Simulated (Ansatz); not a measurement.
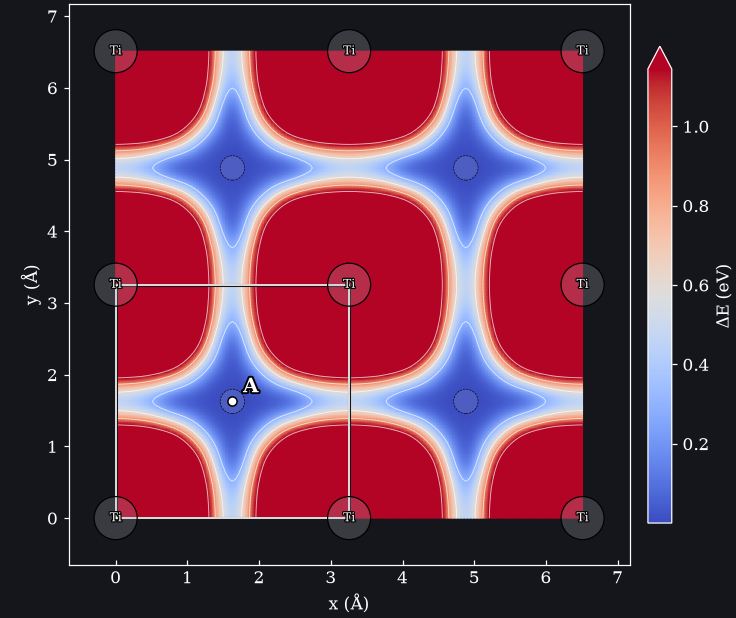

O on a Ti(100) slab cut from the Im-3m phase, its upper half relaxed before the scan (4 atoms of substrate and one adsorbate in a 1 × 1 cell). O is moved over the surface cell; relaxed at each place: the height of the adsorbate's atoms; substrate rigid; the origin of the map has the adsorbate above Ti4. Places are given modulo a cell vector. The map is drawn in real space over the plane of the surface. Grid: 8 × 8 points; 15 points were computed and 49 follow by symmetry. Energies are in eV, from the lowest grid point. With one adsorbate in each 1 × 1 cell, its nearest image is 3.3 Å away, so neighbouring adsorbates interact. The runs have no spin polarisation; a magnetic state may lie lower. All numbers below come from DFT PBE, scalar-relativistic, plane waves, PAW in Ansatz 0.2.0. Settings: cutoff 420 eV, k-mesh 8×8×1, gaussian smearing 0.1 eV, no spin polarisation.

In the figure: a smooth colour map with a few white contour lines, labelled circles for the atoms of the top layer and small ones for the second layer, the outline of one cell of the 2 × 2 shown, one colour for all values above the top of the scale, the point A. Between grid points the surface is interpolated.

Find the lowest pass out of the well at A.

The easiest path leads from the well at a fourfold hollow over a second-layer Ti atom, (4/8, 4/8) of the cell vectors to its copy one period on. Its highest point lies about 0.46 eV above the bottom of the first well on the interpolated surface, at a bridge site between two Ti atoms, (0/8, 4/8) of the cell vectors. This is the barrier on the constrained surface; relaxing the other coordinates would change it.

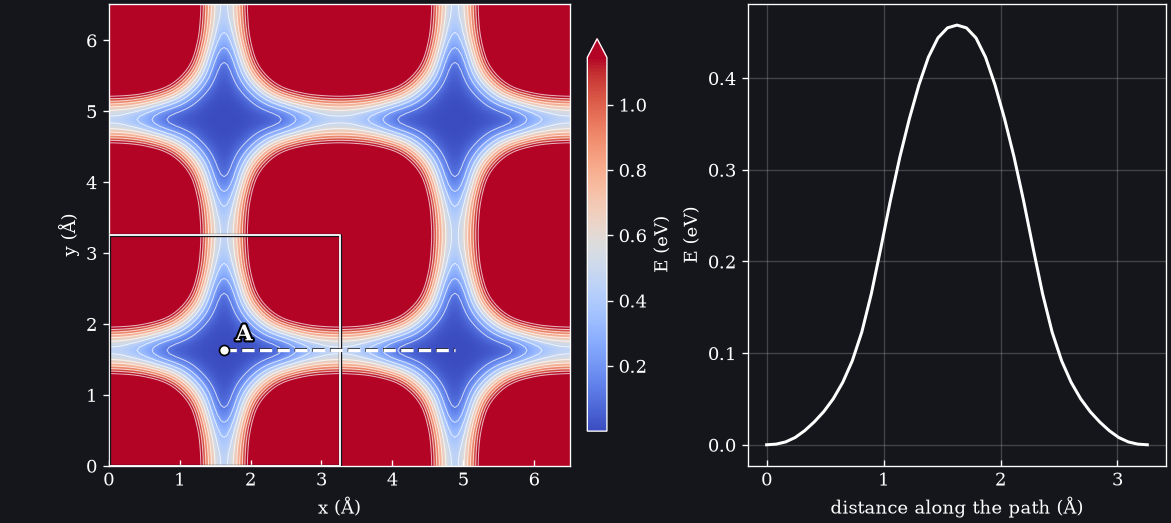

In the figure: a smooth colour map with a few white contour lines, a line along the lowest path, the outline of one cell of the 2 × 2 shown, one colour for all values above the top of the scale, the energy along the path at the right. Between grid points the surface is interpolated.

PAW datasets: the set soft_1.
